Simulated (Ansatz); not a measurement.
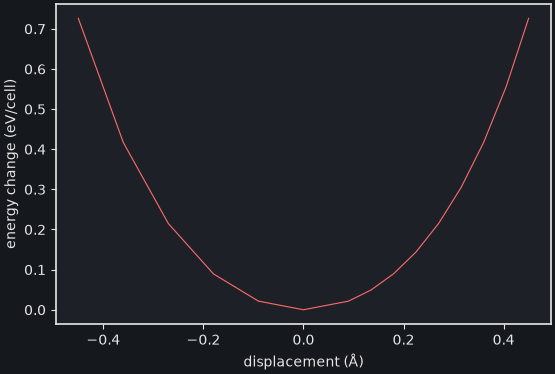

The plot gives the computed energy change against displacement for Au, space group Im-3m (No. 229).

Starting cell:
```
CELL_PARAMETERS angstrom
-3.31454 -3.31454 3.31454
-3.31454 3.31454 -3.31454
3.31454 -3.31454 -3.31454
ATOMIC_POSITIONS crystal
Au 0.50000 0.50000 0.50000
Au 0.00000 0.50000 0.50000
Au 0.50000 0.00000 0.50000
Au 0.00000 0.00000 0.50000
Au 0.50000 0.50000 0.00000
Au 0.00000 0.50000 0.00000
Au 0.50000 0.00000 0.00000
Au 0.00000 0.00000 0.00000
```

Method: one atom of a crystal moved along a line, all else fixed, by plane-wave density functional theory with PAW datasets, free energies less that of the undisturbed cell, pressure positive in compression; scalar-relativistic (Ansatz 0.2.0). Level: r2SCAN, no spin polarisation.

wave cutoff 500 eV; k mesh 10×10×10; occupations Gaussian; smearing width 0.15 eV; k shift (0, 0, 0) (mesh steps); start as given; moved atom 1; direction (0.5774, 0.5774, −0.5774) (Cartesian unit vector).

The points at displacement −0.36, −0.18, 0.09, 0.27 and 0.45 follow from computed ones by symmetry.

From this curve and the settings, what does the calculation give for the force along the direction (sum over moved atoms) and pressure at the same points?

The force along the direction (sum over moved atoms) falls from 4.19 eV/Å at displacement −0.450 Å to −4.19 eV/Å at 0.450 Å, and changes sign near 0.000 Å. The pressure goes from −0.681 GPa at displacement −0.450 Å to −0.681 GPa at 0.450 Å, not monotonically, with a low of −4.747 GPa at 0.000 Å.

| displacement (Å) | force along the direction (sum over moved atoms) (eV/Å) | pressure (GPa) |
| --- | --- | --- |
| −0.450 | 4.19 | −0.681 |
| −0.360 | 2.77 | −2.262 |
| −0.270 | 1.77 | −3.398 |
| −0.180 | 1.05 | −4.162 |
| −0.090 | 0.48 | −4.603 |
| 0.000 | 0.00 | −4.747 |
| 0.090 | −0.48 | −4.603 |
| 0.135 | −0.75 | −4.421 |
| 0.180 | −1.05 | −4.162 |
| 0.225 | −1.38 | −3.823 |
| 0.270 | −1.77 | −3.398 |
| 0.315 | −2.23 | −2.881 |
| 0.360 | −2.77 | −2.262 |
| 0.405 | −3.42 | −1.533 |
| 0.450 | −4.19 | −0.681 |

Keep in mind: reference crystal is not relaxed.
